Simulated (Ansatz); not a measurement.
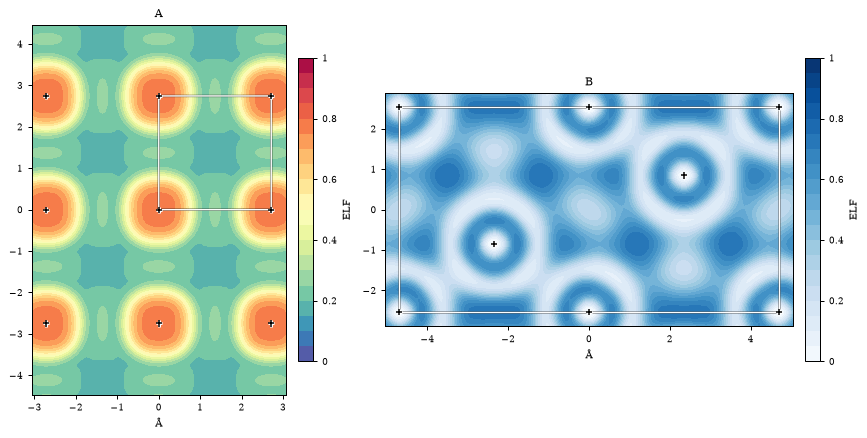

The ELF of 2 systems, each on a plane through atoms (crosses mark nuclei in the plane).

Level of theory: DFT, PBEsol, plane waves (420 eV) with PAW, scalar-relativistic in Ansatz 0.2.0.

System 1: Rh, the (010) plane of the conventional cell. Space group Cmcm; set up as Rh, beta-Sn type; a generated structure, not necessarily the stable one; changed on purpose from its base cell (volume × 1.08); computed pressure about −17 GPa in this cell; computed without spin polarisation.

```
CELL_PARAMETERS angstrom
0.40692 0.40692 2.65448
-5.83297 5.83297 0.00000
-1.89743 -1.89743 0.58196
ATOMIC_POSITIONS crystal
Rh 0.00000 0.63516 0.25000
Rh 0.50000 0.13516 0.25000
Rh 0.00000 0.36484 0.75000
Rh 0.50000 0.86484 0.75000
```

System 2: Ti, the (110) plane of the conventional cell. Space group P6₃/mmc; set up as Ti, dhcp; a generated structure, not necessarily the stable one; changed on purpose from its base cell (volume × 1.04); computed pressure about −4 GPa in this cell; computed without spin polarisation.

**Which map belongs to which system?**

Panel A is system 1, Rh: the plane holds Rh. Rh–Rh (2.72 Å): the ELF is about 0.25 at the midpoint: no localised pair shows between them. Panel B is system 2, Ti: the plane holds Ti. Ti–Ti (2.89 Å): the ELF is about 0.25 at the midpoint: no localised pair shows between them.
